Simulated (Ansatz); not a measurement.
A series of calculations on Si₂W

## 1. Relaxation

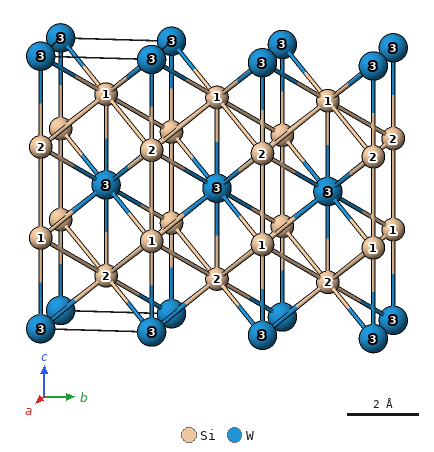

Starting structure of solid Si2W (set up in I4/mmm). Style: ball-and-stick. Shown: the conventional cell (2 times the calculation's cell), repeated 1 × 3 × 1 with one cell outlined, slightly off an axis. Lengths and directions refer to the drawn axes.

Level of theory: DFT r2SCAN, scalar-relativistic, plane waves, PAW (Ansatz 0.2.0).

Input
```yaml
crystal:
  lattice:
    - [-1.606, 1.606, 3.94]
    - [1.606, -1.606, 3.94]
    - [1.606, 1.606, -3.94]
  atoms:
    - { symbol: Si, position: [0.333, 0.333, 0.0] }
    - { symbol: Si, position: [0.667, 0.667, 0.0] }
    - { symbol: W, position: [0.0, 0.0, 0.0] }
basis:
  ecutwfc: 500
kpoints:
  mp_grid: { grid: [18, 18, 18] }
hamiltonian:
  xc: r2scan
scf:
  occupations: { method: gaussian, width: 0.1 }
output:
  forces: true
  stress: true
  eigenvalues: true
  write_density: true
  write_potential: true
  elf: true
  volumetric_format: npy
relax:
  adjacent_minimum: "off"
  f_tol: 0.005
  max_steps: 80
  cell: { stress_tol: 0.05 }
```

Launched with:
```bash
ansatz run input.yaml --threads 4 --pin off --max-ram 10240MiB --backend cpu --events-out ev --progress --plain --runs-dir out
```

What does the optimiser find from here?

Answer. The largest moves relative to the cell, 0.014 Å, are those of Si1 and Si2. Si1 goes along +c. W stays in place. The volume changes by −1.0 %, with a = b 3.212 → 3.211 Å (0.0 %), c 7.880 → 7.805 Å (−1.0 %). Near-neighbour distances that change, for instance: Si1–Si2 2.632 → 2.578 Å, Si1–W3 2.625 → 2.611 Å, Si1–Si2 (another image) 2.621 → 2.629 Å. The space group stays I4/mmm (No. 139). After 4 accepted moves (5 points after the start) the energy has fallen by 4.0 meV per atom. The largest force component goes from 0.33 to 0.00015 eV/Å. Pressure: −2.86 GPa at the start and 0.00 GPa at the end. At 1 point the geometry stayed and the basis and grid were re-selected for the new cell (energy shift of less than 0.05 meV per atom at most each time).

History of the run:

```json
{"step": "0", "E − E(0), meV/atom": "0.00", "largest force component, eV/Å": "0.3265", "pressure, GPa": "-2.86", "volume, Å³/atom": "13.550", "note": ""}
{"step": "1", "E − E(0), meV/atom": "-3.31", "largest force component, eV/Å": "0.0299", "pressure, GPa": "1.41", "volume, Å³/atom": "13.346", "note": ""}
{"step": "2", "E − E(0), meV/atom": "-4.05", "largest force component, eV/Å": "0.0224", "pressure, GPa": "0.06", "volume, Å³/atom": "13.409", "note": ""}
{"step": "3", "E − E(0), meV/atom": "-4.06", "largest force component, eV/Å": "0.0063", "pressure, GPa": "0.01", "volume, Å³/atom": "13.414", "note": ""}
{"step": "4", "E − E(0), meV/atom": "-4.06", "largest force component, eV/Å": "0.0002", "pressure, GPa": "0.00", "volume, Å³/atom": "13.414", "note": ""}
{"step": "5", "E − E(0), meV/atom": "-4.03", "largest force component, eV/Å": "0.0001", "pressure, GPa": "0.00", "volume, Å³/atom": "13.414", "note": "same geometry, new basis"}
```

The end point in the same view:

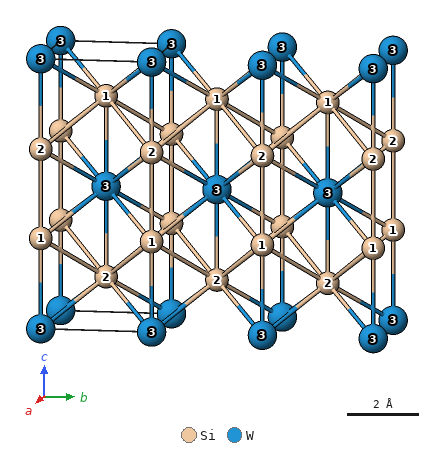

## 2. Relaxation

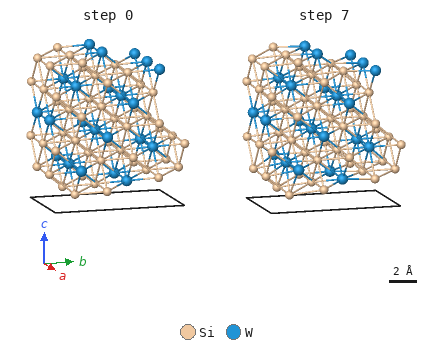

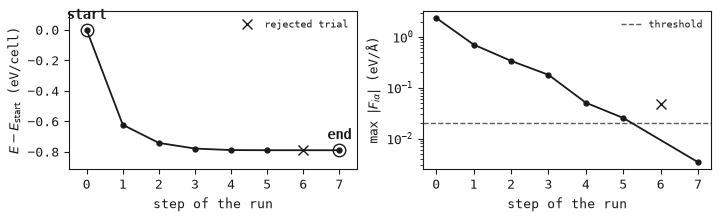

First and last geometry of a relaxation of a slab of composition Si₂W (cut from the I4/mmm phase), with the history of the run. A ball-and-stick model of the 2 × 1 repeat of the cell, outlined in the plane, without the vacuum, seen slightly off an axis.

Case: (1 0 2) slab, atoms relaxed. The slab is the (1 0 2) face of Si2W.

All numbers below come from DFT r2SCAN, scalar-relativistic, plane waves, PAW in Ansatz. (plane-wave cutoff 500 eV; k-point mesh 11 × 4 × 1; occupations gaussian; smearing width 0.1 eV; no spin polarisation; dipole correction; atoms relaxed in a fixed cell; force threshold 0.02 eV/Å; at most 60 steps)

What do the curves and the structures tell?

It converged. The energy falls by 0.789 eV per cell of the calculation in 6 accepted moves (7 points after the start). Largest force component: 2.3 eV/Å at the start, 0.0034 eV/Å at the end. The line search rejected the trial step at point 6 of the run. The largest move relative to the layer's centre is that of a Si atom, 0.16 Å at 15° to the normal (−c side). By element the largest moves are Si 0.16 Å, W 0.15 Å. The cell stays as it was. Among the contacts that change: Si–Si 2.578 → 2.385 Å, Si–Si 2.629 → 2.796 Å, Si–W 2.611 → 2.464 Å, W–W 3.211 → 3.068 Å. Bond angles that change, for instance: Si–W–Si 104.1° → 110.9°, Si–W–Si 119.6° → 125.6°, Si–W–Si 75.9° → 81.3°.

```
step  E − E(0), meV/atom  largest force component, eV/Å      note
   0                0.00                         2.3468          
   1              -23.04                         0.7025          
   2              -27.44                         0.3363          
   3              -28.81                         0.1789          
   4              -29.18                         0.0505          
   5              -29.21                         0.0253          
   6              -29.20                         0.0468  rejected
   7              -29.22                         0.0034
```

## 3. A change

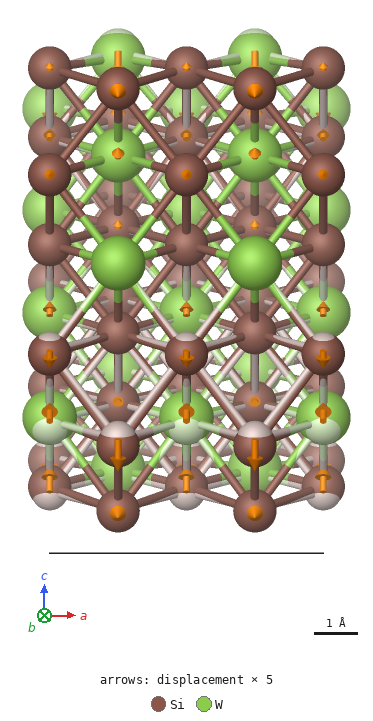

A (1 0 2) slab of Si$_{2}$W as cut from the relaxed bulk, drawn pale, and a changed version of it, drawn solid. The orange arrows show how the atoms are displaced, magnified 5 times. Style: ball-and-stick. Shown: the 2 × 1 repeat of the cell, outlined in the plane, without the vacuum, along the b axis.

These are results of Ansatz, DFT r2SCAN, scalar-relativistic, plane waves, PAW, not measurements. (plane-wave cutoff 500 eV; occupations gaussian; smearing width 0.1 eV; no spin polarisation) The k-mesh is chosen for each cell (11×4×27, 11×4×1).

> Describe the change and its computed effect.

The atoms of the slab are relaxed at the bulk's in-plane cell. The surface energy (mean of the two faces) falls from 3.20 to 3.01 J/m². The top spacing, between the W and Si planes, goes from 0.42 to 0.24 Å (−41.9 %), the bottom one (Si to Si) from 0.40 to 0.57 Å (+43.3 %). The lattice vectors keep their values. A Si atom moves most relative to the layer's centre: 0.16 Å at 15° to the normal (−c side). Largest moves by element: Si 0.16 Å, W 0.15 Å. Among the bonded contacts that change: Si–Si 2.578 → 2.385 to 2.666 Å, Si–Si 2.629 → 2.543 to 2.796 Å, Si–W 2.612 → 2.464 to 2.726 Å.
